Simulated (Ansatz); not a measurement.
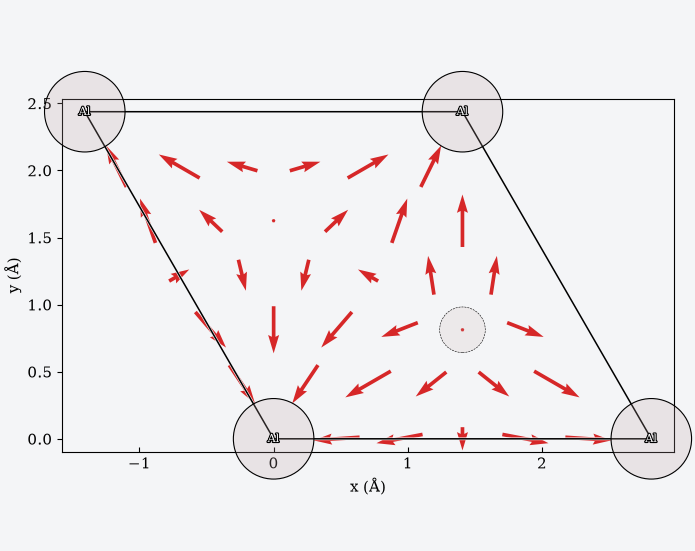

O on an Al(001) slab cut from the P6_3/mmc phase, its upper half relaxed before the scan (32 atoms of substrate and one adsorbate in a 2 × 2 cell). 
- O is moved over the surface cell at a fixed height above a rigid substrate; the origin of the map has the adsorbate above Al29; the height is held at 2.50 Å.
- Places are given modulo a cell vector. The map is drawn in real space over the plane of the surface.
- Grid: 6 × 6 points; 10 points were computed and 26 follow by symmetry.
- Places are given in fractions of the 1 × 1 surface cell.
- The runs have no spin polarisation, so an open-shell adsorbate far from the surface lies too high. At a fixed height the lowest place need not be the adsorption site.
- Level of theory: Ansatz, DFT PBE+D3(BJ), scalar-relativistic, plane waves, PAW. Settings: cutoff 420 eV, k-mesh 6×6×1, gaussian smearing 0.1 eV, no spin polarisation.

Drawn: arrows along the force (downhill), their lengths compressed, labelled circles for the atoms of the top layer and small ones for the second layer, the outline of one cell of the plane.

Q: The arrows alone are given. Where is the energy lowest?

A: The arrows converge at the top site over a surface Al atom, (0/6, 0/6) of the cell vectors (read from the interpolated surface).

The energy map of the same scan:

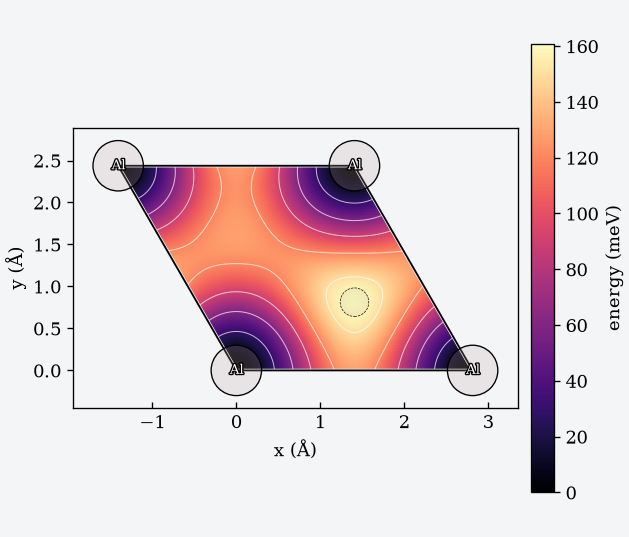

Energies are in meV, from the lowest grid point; between grid points the surface is interpolated.

PAW datasets: the set soft_1.
